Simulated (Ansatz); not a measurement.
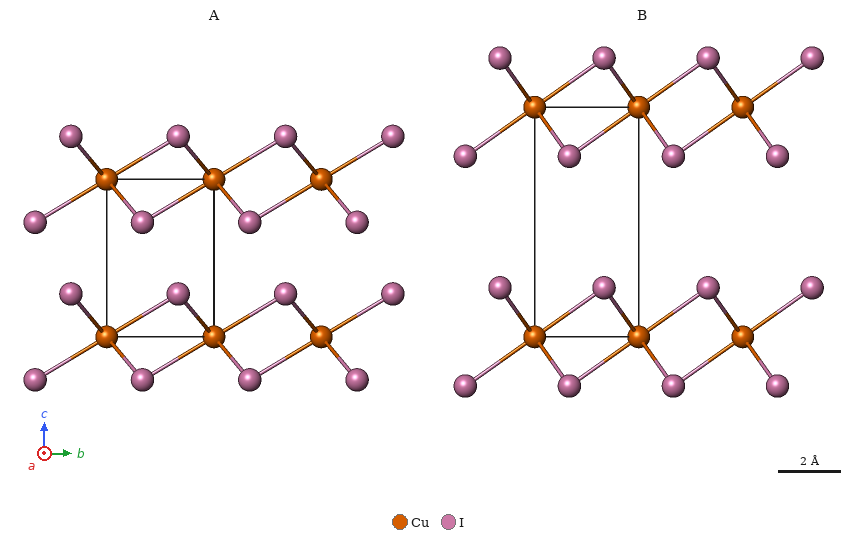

Two geometries of solid CuI2 (a generated structure, set up in P-3m1) (coarse preliminary run), drawn at one scale. One is the start of a relaxation, the other its converged end. Style: ball-and-stick. Shown: the cell of the calculation, repeated 1 × 2 × 1 with one cell outlined, along the a axis.

Method: DFT PBE, scalar-relativistic, plane waves, PAW in Ansatz. Set-up: plane-wave cutoff 420 eV; k-point mesh 6 × 6 × 4; occupations gaussian; smearing width 0.1 eV; no spin polarisation; cell and atoms relaxed; force threshold 0.05 eV/Å; at most 60 steps.

### Which geometry has the lower energy?

Structure B is the relaxed one. Case: Te → I on all its sites, cell and atoms relaxed. After 13 accepted moves (16 points after the start) the energy has fallen by 0.552 eV per cell of the calculation. The largest force component goes from 0.28 to 0.0068 eV/Å. Pressure: 8.52 GPa at the start and 0.11 GPa at the end. At 3 points the geometry stayed and the basis and grid were re-selected for the new cell (energy shift of 23.3 meV per cell of the calculation at most each time). The largest moves relative to the cell, 0.44 Å, are those of I atoms. Cu stays in place. The drawn cell changes as follows: a = b 4.042 → 3.920 Å (−3.0 %), c 5.139 → 7.494 Å (+45.8 %); the volume changes by +37.1 %. Some distances before and after: I–I 3.302 → 4.850 Å, Cu–I 2.722 → 2.773 Å. Bond angles that change, for instance: I–Cu–I 95.9° → 90.0°, I–Cu–I 84.1° → 90.0°, Cu–I–Cu 95.9° → 90.0°. The space group stays P-3m1 (No. 164).

Limits of the set-up: an odd number of electrons was run without spin polarisation, which fails if the electron would localise.
